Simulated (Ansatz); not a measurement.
# Does disorder add resistance in series? Ag(111) layers with 12.5 % Al

Two lengths of the disordered region are known. What area resistance does the third give?

How it was computed: Ansatz 0.2.0, plane waves with PAW datasets at their recommended cutoffs (420 eV for most), Fermi-Dirac smearing; ballistic transmission by layer matching. The area resistance is RA = A (h/2e²)(1/T − 1/N), with T the zone-mean transmission per spin and N the lead's channels, both averaged over a few energies near the Fermi level; for magnets each spin is taken apart, with h/e², and the two conduct in parallel. Lateral cell 2x2, PBE, a fresh random draw for each length.

The runs, with one result withheld:

```tsv
length (Å)	channels N	RA (fΩ m²)
9.44	3.266	0.134
18.9	3.234	0.363
28.3	3.266	?
```

Worked fit:

Ohm's law makes RA linear in the length: the slope is (0.363 − 0.134)/(18.9 − 9.44) = 0.0243 fΩ m² per Å, or 24 µΩ cm. Then 0.363 + 0.0243 × 9.44. Predicted: 0.592 fΩ m².

**The withheld run.**

0.521 fΩ m², so the prediction is 13 % too high. The three lengths together give 21 µΩ cm. The two increments are 0.23 and 0.16 fΩ m²; with one draw for each length, their difference can't be told from scatter.

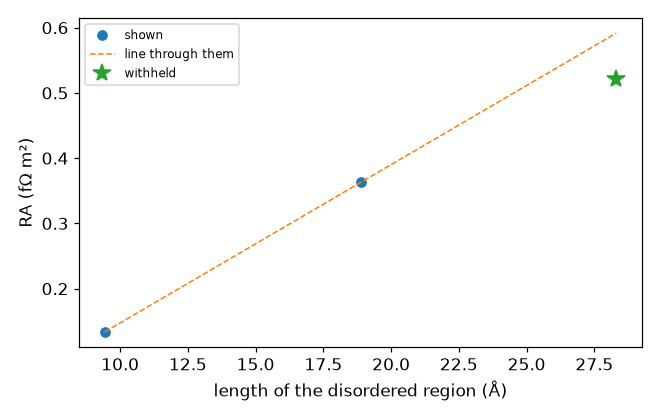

Area resistance against length.

**Limits.** The scatterers repeat sideways with the small cell. The slope is a raw one; a model of isotropic scattering puts it 1.07 times the bulk value over these lengths. Atoms sit unrelaxed on the host's lattice, and the pair may not mix at random in practice.

[Logs are printed without paths, hosts, clocks, repeated set-up lines and the standing remarks that a program may print on its own settings, such as how far it seeks lower states.]
